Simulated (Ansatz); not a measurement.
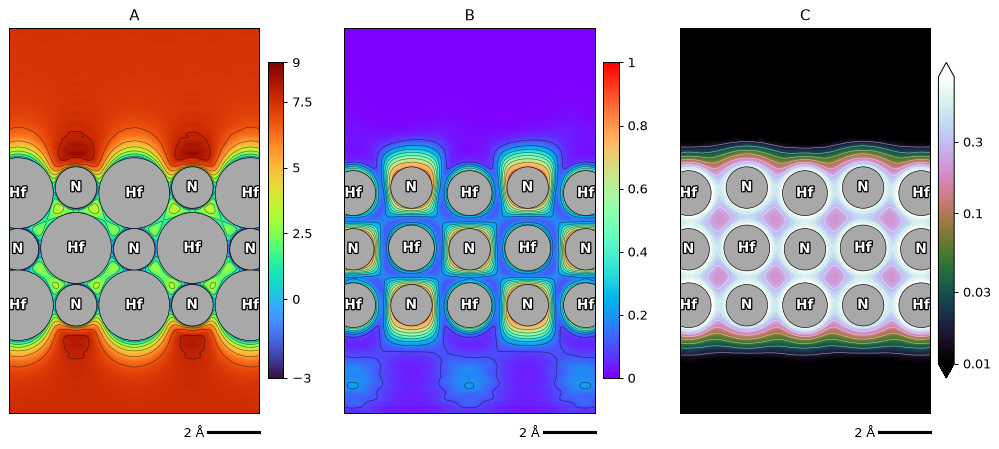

Hf$_{6}$HN$_{6}$ (slab): 3 fields on the (11̄0) plane of the calculation cell, a cut from vacuum to vacuum, with unlabelled colour scales. Grey discs cover the atomic cores.

A point of a scan over the structure, not its minimum; not relaxed (largest force 1.2 eV/Å); PAW files of the earlier set (soft_1).

Level of theory: Ansatz, DFT PBE, scalar-relativistic, plane waves, PAW.

```
CELL_PARAMETERS angstrom
6.43174 0.00000 0.00000
0.00000 6.43174 0.00000
0.00000 0.00000 22.60134
ATOMIC_POSITIONS crystal
Hf 0.25000 0.25000 0.17698
Hf 0.25000 0.75000 0.17698
Hf 0.75000 0.25000 0.17698
Hf 0.75000 0.75000 0.17698
N 0.00000 0.00000 0.17698
N 0.00000 0.50000 0.17698
N 0.50000 0.00000 0.17698
N 0.50000 0.50000 0.17698
Hf 0.00000 0.00000 0.27604
Hf 0.00000 0.50000 0.27604
Hf 0.50000 0.00000 0.27604
Hf 0.50000 0.50000 0.27604
N 0.25000 0.25000 0.27379
N 0.25000 0.75000 0.27379
N 0.75000 0.25000 0.27379
N 0.75000 0.75000 0.27379
Hf 0.25000 0.25000 0.37094
Hf 0.25000 0.75000 0.37094
Hf 0.75000 0.25000 0.37094
Hf 0.75000 0.75000 0.37094
N 0.00000 0.00000 0.38057
N 0.00000 0.50000 0.38057
N 0.50000 0.00000 0.38057
N 0.50000 0.50000 0.38057
H 0.06670 0.62500 0.47127
H 0.18330 0.62500 0.47127
```

The panels show electron localisation function, electrostatic potential energy of an electron and valence pseudo-density in some order. Assign them.

Answer. Panel A: electrostatic potential energy of an electron (low next to the atoms, rising into the space between them). Panel B: electron localisation function. Panel C: valence pseudo-density. From the grid: Hf–Hf (3.13 Å): ρ is about 0.2 e/Å³ halfway; the ELF is about 0.20 at the midpoint; no shared electron pair shows on this line.
